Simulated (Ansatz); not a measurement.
## Single-point calculation, with input and output: WS$_{2}$ (part 3 of 3)

WS$_{2}$ (P-3m1, 3 atoms in the cell); DFT r2SCAN, scalar-relativistic, plane waves, PAW, spin-polarised (Ansatz 0.2.0); cutoff 500 eV, 6×6×4 k-mesh, Gaussian smearing of 0.05 eV, collinear spins. The structure was built on a prototype by a generator; it need not be a known phase. It belongs to a series of runs on one base structure; here: natural orbitals of the symmetric run, filled by rank.

Geometry of the input (Å; fractional positions):
```
3.5782  0.0000  0.0000
-1.7891  3.0988  0.0000
0.0000  0.0000  5.7724
W  0.0000  0.0000  0.0000
S  0.3333  0.6667  0.2520
S  0.6667  0.3333  0.7480
```

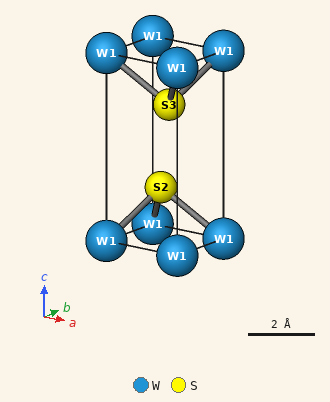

Figure 1. The structure as given in the input (ball-and-stick view of the cell of the calculation, seen slightly off an axis; atoms are numbered from 1 in the order of the input).

### Log, continued
```
SCF iter  50: F=-12209.989458 eV  HF=-12209.989458 eV  |F-HF|=2.36e-11  |Δ(HF+E_count)|=   1.14e-9  Δρ=2.15e-7 (↑2.15e-7 ↓1.55e-7)  dr2=5.75e-11  dr2_τ=3.12e-12  dr2_m=1.01e-11  M=0.058 μB ∫|m|=0.120 μB  ethr=1.17e-11  ⟨swp⟩=5.1  Hψ=9148  notcnv=0
SCF iter  51: F=-12209.989458 eV  HF=-12209.989458 eV  |F-HF|=2.00e-11  |Δ(HF+E_count)|=  1.82e-12  Δρ=2.15e-7 (↑2.15e-7 ↓1.55e-7)  dr2=5.75e-11  dr2_τ=3.12e-12  dr2_m=1.01e-11  M=0.058 μB ∫|m|=0.120 μB  ethr=1.00e-12  ⟨swp⟩=5.0  Hψ=8950  notcnv=0
WARN: hamiltonian.hubbard: on 2 of 2 specified blocks the occupation matrix of this SCF's result fails the test of the specified filling. At site 0 ↑ (sites count from 0 in the list of atoms of the cell that this SCF solves) the least filled combination of the orbitals specified full has occupation 0.495, and the fullest combination of the orbitals specified empty has occupation 0.495; the filling counts as kept where the first is at least 0.75 and exceeds the second by more than 0.25. The same holds at site 0 ↓. The state of this SCF's result may not hold the specified filling, though these bounds can also misjudge a state that does. This warning does not say which state is lower in energy, or whether the specified filling is a self-consistent state at all; see hamiltonian.hubbard.sites[].starting_ns, Limitations, and scf.initial_density.shell_occupations in the input reference
SCF 1 converged in 51 iterations: F = -12209.989458 eV  dr2 = 5.75e-11
  greatest PAW one-centre occupation: 0.999 electrons in one spin orbital (limit 2), on the W atom at site 0 (counted from 0), in its partial waves of l = 0
SCF converged after 51 iterations
Magnetization: 0.0575 μB (13.0288 up, 12.9712 down)
Absolute magnetization: 0.1242 μB (∫|ρ↑−ρ↓|, with the PAW one-centre terms)
Spin contamination: 0.0064 ħ² per cell (⟨S²⟩ above its minimum at these occupations)
Per-site moments (μB) at R_I (Å): [(0.046815097816081445, 1.0422319882643254), (-0.004737425496704504, 1.0422319882643254), (-0.00473742549670454, 1.0422319882643254)]
Free energy (F): -12209.989458 eV
Harris-Foulkes:  -12209.989458 eV  (|F-HF|=2.00e-11)
Internal energy: -12209.989046 eV  (E = F + TS)
E sigma→0 (E₀):  -12209.989252 eV
Entropy (-TS):   -0.000412 eV (-0.137 meV/atom)
Fermi energy:    8.879199 eV
--- Per-component energies (eV) ---
  E_band       = -272.202857
  E_kinetic    = 653.691871
  E_local      = -1677.785648  (includes V_loc(G=0)·N_el)
  E_nonlocal   = 58.008552
  E_hartree    = 628.527557
  E_xc         = -427.776441
  E_vxc        = -442.108342  (∫ρ·V_xc dr)
  E_paw        = -9811.664102  (= ΣΔE_a)
  E_vpaw       = -143.032887  (= ΣTr[D̂ρ^β])
  E_aug_tail   = -0.000046  (compensation charges beyond the density's cutoff)
  E_vtau       = 21.968700  (kinetic-family band-sum trace: ∫τ·v_τ [+ j·A + Jᵃ·Aᵃ] dr)
  E_ewald      = -1632.183307
  E_core_change = -0.807482  (= ΣΔE_core)
  E_smearing   = -0.000412  (= −TS)
  E_closure    = 0.000000  (closes the sum)
  Σ components = -12209.989458   (vs F -12209.989458, Δ=0.00e0)
--- Specified on-site occupations, and those of the state reported ---
  electrons in the specified blocks: 2.1000 specified, 4.6471 found
  site 0 (l=d) ↓: largest change of an orbital's occupation 0.4949; electrons 0.1000 specified, 2.2894 found; spectral distance 0.9848
  site 0 (l=d) ↑: largest change of an orbital's occupation 0.4754; electrons 2.0000 specified, 2.3577 found; spectral distance 0.9654
--- Forces (eV/Å), atoms counted from 1 ---
  atom   1  W      0.00000000     0.00000000     0.00000000
  atom   2  S      0.00000000     0.00000031    -1.12401854
  atom   3  S     -0.00000000    -0.00000031     1.12401854
  max |Σ_I F_I| component: 0.00e0 eV/Å
--- Stress (GPa, compression-positive) ---
      -19.519107       0.000000       0.000000
        0.000000     -19.519099       0.000002
        0.000000       0.000002      -7.454593
  P = ⅓ Tr σ = -15.4976 GPa (-154.976 kbar)
--- Band table (eV; the first three rows and the last of 94) ---
  k-point 0 ↑: bands = ["-68.2011", "-31.7618", "-31.7618", "-31.5721", "-6.2662", "-4.4056", "2.3639", "4.2323", "4.2323", "7.6424", "7.6424", "7.8070", "8.1036", "8.1036", "8.7996", "12.0410", "12.0410", "13.8539"]
  k-point 1 ↑: bands = ["-68.2011", "-31.7618", "-31.7618", "-31.5722", "-6.1404", "-4.6372", "2.8794", "4.2509", "4.2509", "6.7205", "7.5549", "7.5549", "8.0909", "8.0909", "9.1516", "12.2452", "12.2452", "14.2693"]
  k-point 2 ↑: bands = ["-68.2011", "-31.7618", "-31.7618", "-31.5722", "-5.9706", "-4.9057", "3.6425", "4.2699", "4.2699", "5.6422", "7.4720", "7.4720", "8.0768", "8.0768", "9.2819", "12.4599", "12.4599", "14.5755"]
  k-point 46 ↓: bands = ["-68.1657", "-31.8326", "-31.7850", "-31.4407", "-4.6933", "-4.6104", "2.8085", "3.7651", "4.5351", "4.9434", "5.1910", "5.8773", "8.7973", "9.4440", "9.8582", "11.9301", "13.1121", "14.7878"]
Occupation matrices written to [file]
--- Löwdin populations: 3 sites ---
  site symbol       q [e]    m [muB]
     0      W     13.2791     0.0707
     1      S      6.2597    -0.0073
     2      S      6.2597    -0.0073
  spilling = 0.007755 (of n_electrons = 26.000000)
--- Occupation matrices: 1 shell (run DFT+U table (all-electron-ortho-atomic); ε = 2.00e-2, provisional) ---
  W0 d_5D: site group D3d (-3m)
  W0 d_5D up     Tr n = 2.3577  λ = 0.409 0.409 0.495 0.495 0.548  [2× xy 0.46 (Eg 0.63) Eg(1.00) | 2× xz 0.46 (T2g 0.63) Eg(1.00) | z2 1.00 (T2g 1.00) A1g(1.00)]
  W0 d_5D dn     Tr n = 2.2894  λ = 0.412 0.412 0.435 0.515 0.515  [2× x2-y2 0.42 (Eg 0.73) Eg(1.00) | z2 1.00 (T2g 1.00) A1g(1.00) | 2× yz 0.42 (T2g 0.73) Eg(1.00)]
  specified occupation → W0 d_5D up: matrix, ‖Δ‖_F = 0.9655, Tr Δ = -0.3577, displaced = 1.0751, d_λ = 0.9654; orbital distance = 0.7073
  specified occupation → W0 d_5D dn: matrix, ‖Δ‖_F = 0.9848, Tr Δ = -2.1894, displaced = 1.0947, d_λ = 0.9848; orbital distance = 0.0000
  Tr n, λ and their labels are of the run-group-symmetrised matrices; stabiliser: 12 of 24 elements of G0×{1,Θ} (closed), max defect 3.0e-6 at τ = 4.2e-3
```

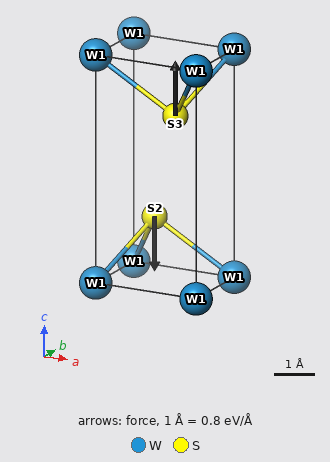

Figure 2. Forces on the atoms as black arrows (ball-and-stick view of the cell of the calculation, seen slightly off an axis; atoms are numbered from 1 in the order of the input). The largest act on S2, S3 (1.12 eV/Å). The geometry is not a stationary point of this energy.

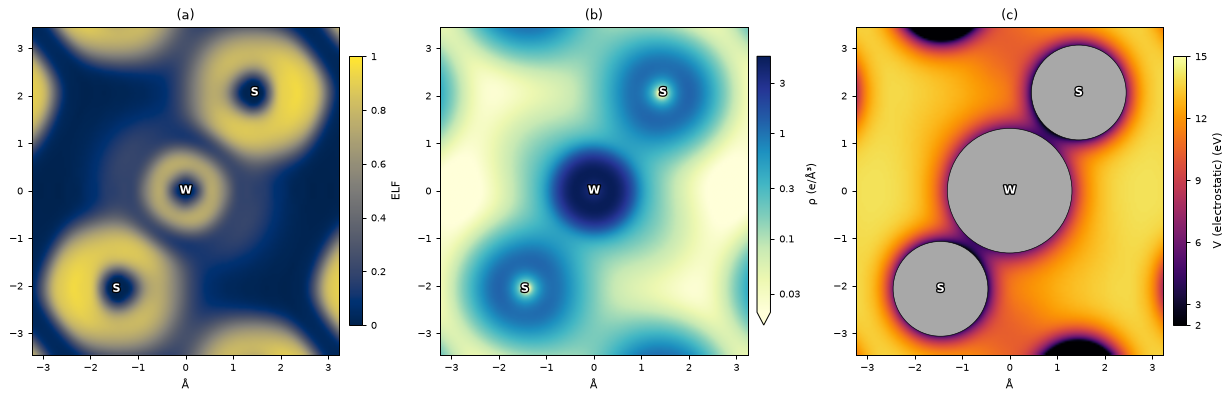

Figure 3. (a) ELF; (b) valence pseudo-density; (c) electrostatic potential energy of an electron on the (110) plane of the conventional cell. Grey discs, where drawn, cover atomic cores. The plane passes through W and S nuclei. W–S (2.53 Å): ρ at the midpoint is about 0.5 e/Å³; the ELF is about 0.45 at the midpoint. Away from the nuclei the density in this plane falls to 0.01 e/Å³ at its lowest. The strong features right at W lie inside the PAW spheres (semicore, d or f shells) and say nothing about bonding. Outside the cores the potential energy rises away from the atoms and is highest about 2.5 Å from the nearest atoms; outside the discs it spans about 12 eV, and its zero is arbitrary. Core electrons are frozen (PAW), so the fields are smoothed inside the atomic spheres.

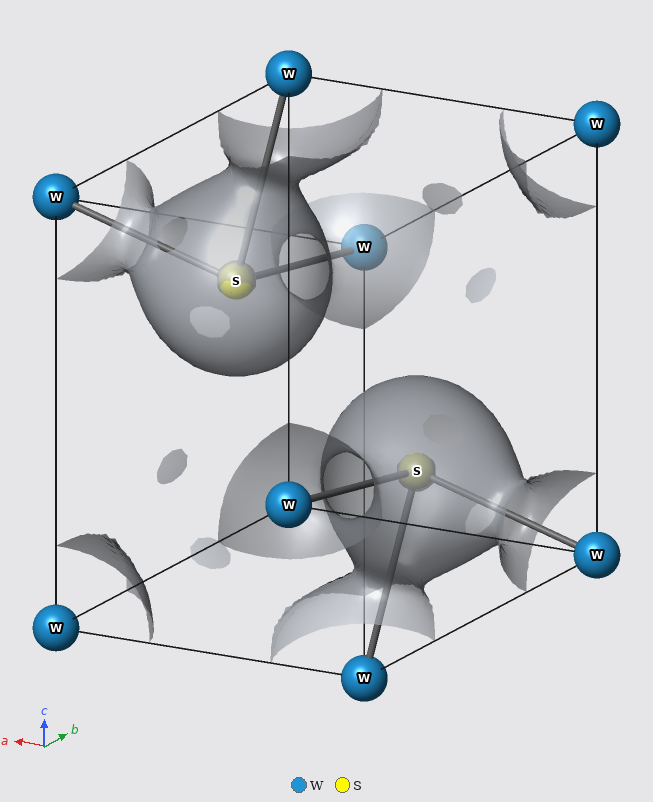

Figure 4. Isosurface of the valence pseudo-density at 0.4 e/Å³ (grey), seen at an oblique angle. Sticks mark near contacts. The outline is the cell set on symmetry axes. At this value the density is joined into sheets; it holds about 75 % of the electrons treated as valence (semicore included). On the grid the lowest density along these lines, outside the cores, is 0.49 e/Å³ (W–S, 2.53 Å).

### Results in brief

- outcome: converged
- space group (tolerance 0.01 Å): P-3m1 (164)
- electrons treated: 26
- free energy: −12209.9895 eV
- Fermi energy: 8.879 eV
- gap on the k-point mesh: none (metallic)
- net moment of the cell: 0.06 μB
- integrated absolute moment: 0.12 μB
- pressure: −15.50 GPa
- largest force (length of the vector): 1.124 eV/Å
- hardware: 4 threads of Arm Neoverse N1, 16 GiB of memory available, shared host
- wall time: 1.8 min (CPU time 7.1 min)
- peak memory: 0.72 GiB

The program warns: the typed occupations were not kept; the occupation matrices lower the symmetry. Spin–orbit coupling is left out, which matters for W.
